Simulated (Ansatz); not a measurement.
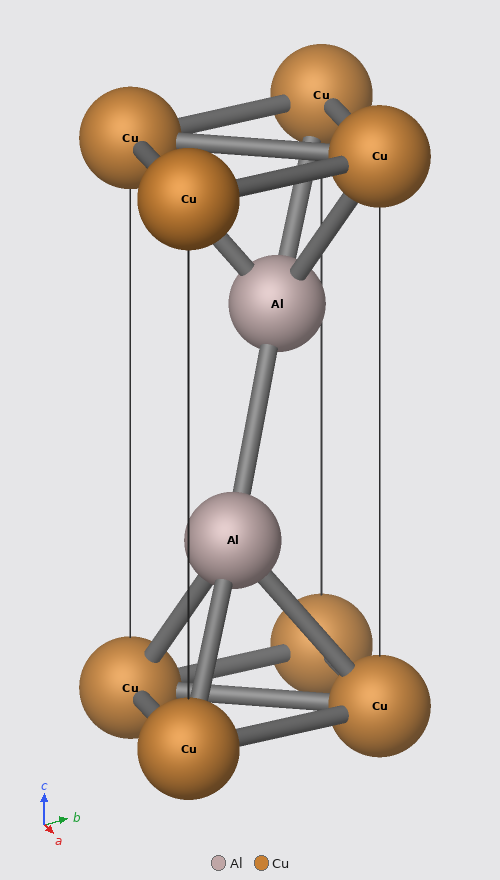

Crystal structure, ball-and-stick style, seen slightly off an axis. The parallelepiped is the conventional unit cell. Cell: a = 2.87 Å, b = 2.87 Å, c = 6.23 Å, α = 90.00°, β = 90.00°, γ = 120.00°.

Its origin is a structure type filled with these elements by a generator (whether the compound takes this form wasn't checked). Earlier steps of the study may have refined or changed the cell and positions. An electronic-structure calculation with Ansatz was run on it.

State composition, symmetry and coordination.

Answer. The structure is one of Al₂Cu. It belongs to space group P-3m1 (No. 164) and has a primitive hexagonal lattice. The cell holds 3 atoms (2 Al, 1 Cu), Z = 1. About every Al there are nine Al and three Cu in a distorted cuboctahedral arrangement (about 2.9 Å to Al, 2.6 Å to Cu). The neighbours of Cu are six Al and six Cu in a distorted cuboctahedral arrangement (about 2.6 Å to Al, 2.9 Å to Cu). The bonds build a three-dimensional framework.

Electronic-structure method: DFT r2SCAN, scalar-relativistic, plane waves, PAW in Ansatz 0.2.0. Parameters: a 500 eV plane-wave basis, an 18×18×8 mesh of k-points, Gaussian smearing of 0.1 eV, no spin polarisation.

Metal or not?

Answer. A metal: bands cross the Fermi level.

Predict the Bader charges.

Answer. Al +0.63 e; Cu -1.26 e.

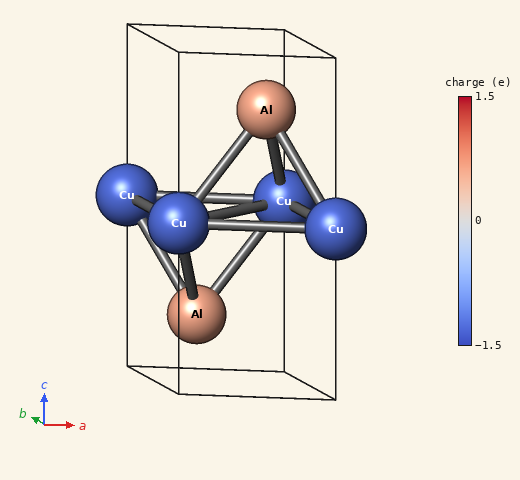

The atoms coloured by those charges. The run's cell of 3 atoms is drawn, so axes and origin can differ from the first picture.

Do the forces and the stress vanish for this geometry?

Answer. No. The largest force is 0.05 eV/Å, on Al. The pressure is -3.3 GPa, so the cell would contract.
